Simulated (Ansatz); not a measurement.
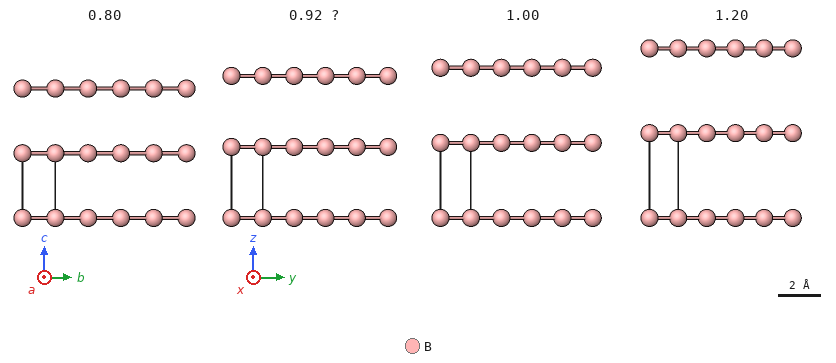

A scan of a crystal of B (P6/mmm): the ratio of the cell's length along z to its lengths across, counted as 1 for the reference, is changed at fixed volume (a c/a path), with the atoms kept at their fractional coordinates. x, y and z are the Cartesian axes of the input. Style: ball-and-stick. Shown: the cell of the calculation, repeated 3 × 5 × 2 with one cell outlined, along the a axis.

Method: Ansatz, DFT r2SCAN, scalar-relativistic, plane waves, PAW. (plane-wave cutoff 500 eV; k-point mesh 36 × 36 × 14; occupations gaussian; smearing width 0.15 eV; no spin polarisation). Energies (free energies at the smearing named) are counted from the cell as listed in its source, which wasn't relaxed.

```tsv
axial ratio over its reference value	energy change (meV/atom)
0.80	247.8
0.85	139.3
0.92	?
0.96	8.2
1.00	0.0
1.05	16.6
1.10	59.9
1.20	215.6
```

**Fill in the missing row.**

A straight line between the two neighbours gives 55.9 meV/atom. A cubic through the four nearest rows (0.80, 0.85, 0.96, 1.00) gives, with Lagrange weights, (−0.1400)(247.8) + (0.4655)(139.3) + (0.9545)(8.2) + (−0.2800)(0.0) = 38.0 meV/atom. The calculation gives 36.6 meV/atom, so the cubic is 1.4 meV/atom too high and the straight line 19.3 meV/atom too high, as the curve bends upwards here.

The whole profile:

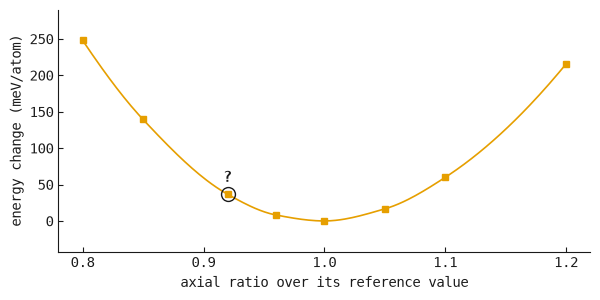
